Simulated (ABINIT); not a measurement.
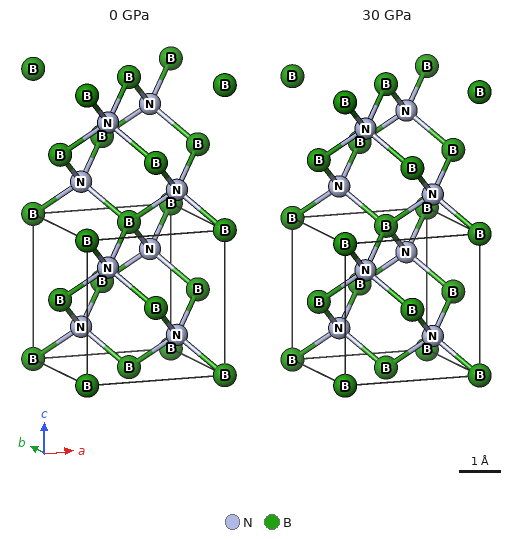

A crystal of BN (set up in F-43m), relaxed (cell and atoms) at several target pressures. The picture shows the first and the last member. A ball-and-stick model of the conventional cell (4 times the calculation's cell), repeated 1 × 1 × 2 with one cell outlined, seen slightly off an axis. Lengths and directions refer to the drawn axes.

Computed with ABINIT 10.8.3: PBE, JTH PAW PBE v2.0. Settings: plane-wave cutoff 707.5 eV; k-point mesh 13 × 13 × 13; occupations fermi-dirac; smearing width 0.05 eV; no spin polarisation.

```csv
pressure (GPa),volume (Å³/atom),a (Å)
0,5.955,3.625
5,5.877,3.609
10,?,?
20,5.669,3.566
30,5.548,3.541
```

Estimate the missing row from the others, and compare with the calculation.

Answer. Murnaghan's form V = V₀(1 + B′P/B₀)^(−1/B′), with V₀ = 5.955 Å³ from the row at zero pressure, fits the other rows with B₀ = 370 GPa and B′ = 3.75 (largest miss 0.000 Å³). At 10 GPa it gives 5.955 × (1 + 3.75 × 10/370)^(−1/3.75) = 5.804 Å³ per atom. The calculation gives 5.804 Å³/atom (a = 3.594 Å). The estimate is right to the digits shown. From the first member to the last: B–N 1.570 → 1.533 Å.

The whole series:

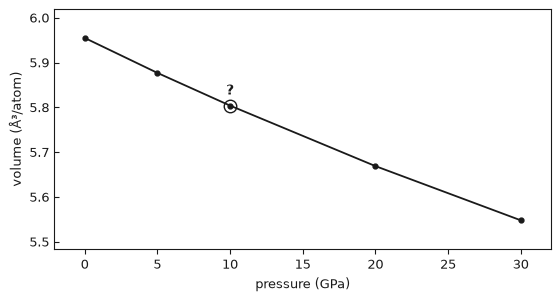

Each member starts from this one structure; whether another phase lies lower wasn't checked.
